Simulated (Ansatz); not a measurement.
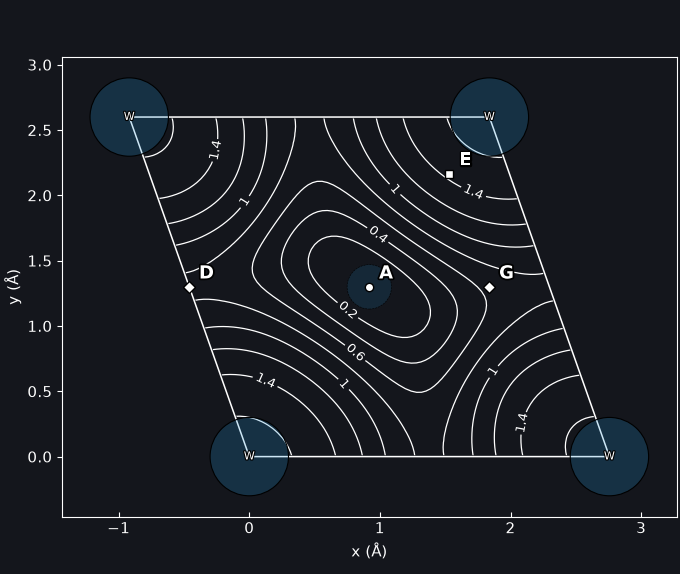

Si on a W(110) slab cut from the Im-3m phase, its upper half relaxed before the scan (12 atoms of substrate and one adsorbate in a 2 × 2 cell). 
- Si is moved over the surface cell; relaxed at each place: the height of the adsorbate's atoms; substrate rigid; the origin of the map has the adsorbate above W9.
- Places are given modulo a cell vector. The map is drawn in real space over the plane of the surface.
- The scan uses a 6 × 6 grid; 13 points were computed and 23 follow by symmetry.
- Places are given in fractions of the 1 × 1 surface cell.
- All energies are given in eV relative to the lowest grid point.
- These are results of DFT PBE, scalar-relativistic, plane waves, PAW in Ansatz, not measurements. Settings: cutoff 420 eV, k-mesh 5×5×1, gaussian smearing 0.1 eV, no spin polarisation.

Drawn: contour lines labelled in eV, labelled circles for the atoms of the top layer and small ones for the second layer, the outline of one cell of the plane, lettered points. Between grid points the surface is interpolated.

Question: Is E the lowest point of the computed grid?

Answer: No. E lies 1.44 eV above the lowest grid point, which is at a bridge site between two W atoms, over a second-layer W atom, (3/6, 3/6) of the cell vectors.

Question: Rank the lettered points by energy, lowest first.

Answer: A (0.00 eV), G (0.66 eV), D (0.77 eV), E (1.44 eV).

PAW datasets: the set soft_1.
